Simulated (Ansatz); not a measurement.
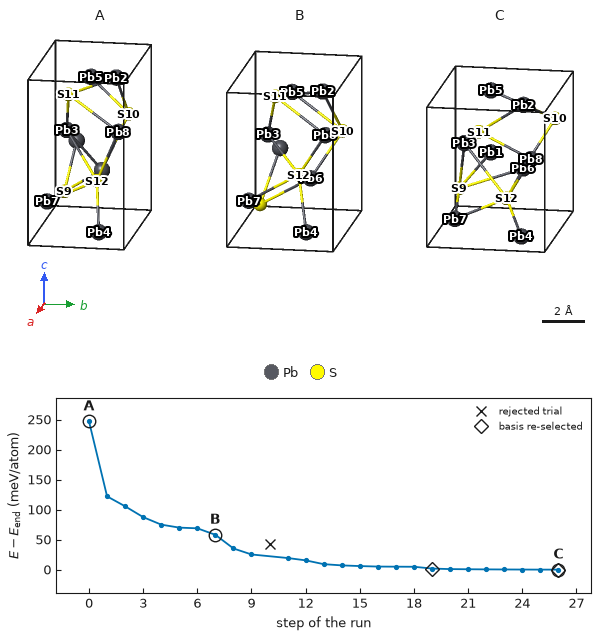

Frames of a relaxation of a crystal of Pb2S (a generated structure, set up in P2_12_12_1), marked on the history of the run. A ball-and-stick model of the cell of the calculation, seen slightly off an axis.

The start is a swapped structure.

All numbers below come from DFT, PAW plane waves, LDA (Ansatz). Settings: plane-wave cutoff 420 eV; k-point mesh 4 × 6 × 3; occupations gaussian; smearing width 0.0315 eV; no spin polarisation; cell and atoms relaxed; force threshold 0.03 eV/Å; at most 40 steps.

**What happens along the run?**

The largest moves relative to the cell, 0.87 Å, are those of S9, S10, S11 and S12. S9 goes along [2 −1 2]. By element the largest moves are S 0.87 Å, Pb 0.69 Å. The drawn cell changes as follows: a 7.554 → 7.846 Å (+3.9 %), b 4.659 → 5.720 Å (+22.8 %), c 8.194 → 6.915 Å (−15.6 %); the volume changes by +7.6 %. Near-neighbour distances that change, for instance: Pb1–S11 4.370 → 3.148 Å, Pb5–S10 2.741 → 3.378 Å, Pb5–S10 (another image) 3.211 → 2.833 Å, Pb1–Pb8 2.930 → 3.307 Å. Among the angles between lasting bonds that change: Pb1–S9–Pb5 123.3° → 81.8°, S10–Pb6–S12 96.7° → 126.7°, Pb1–S9–Pb7 119.2° → 148.7°. The space group stays P2_12_12_1 (No. 19). Over 23 accepted moves (26 points after the start) the energy falls by 247 meV per atom. Largest force component: 1.1 eV/Å at the start, 0.022 eV/Å at the end. The pressure goes from 8.55 to 0.02 GPa. The line search rejected the trial step at point 10 of the run. At 2 points the geometry stayed and the basis and grid were re-selected for the new cell (energy shift of 3.0 meV per atom at most each time). The run took of the order of 30 core-minutes on a shared host. From step 0 to 7: S atoms move most (0.60 Å), volume +7.5 %, energy −189 meV per atom. From step 7 to 26: S atoms move most (1.05 Å), energy −58.0 meV per atom.
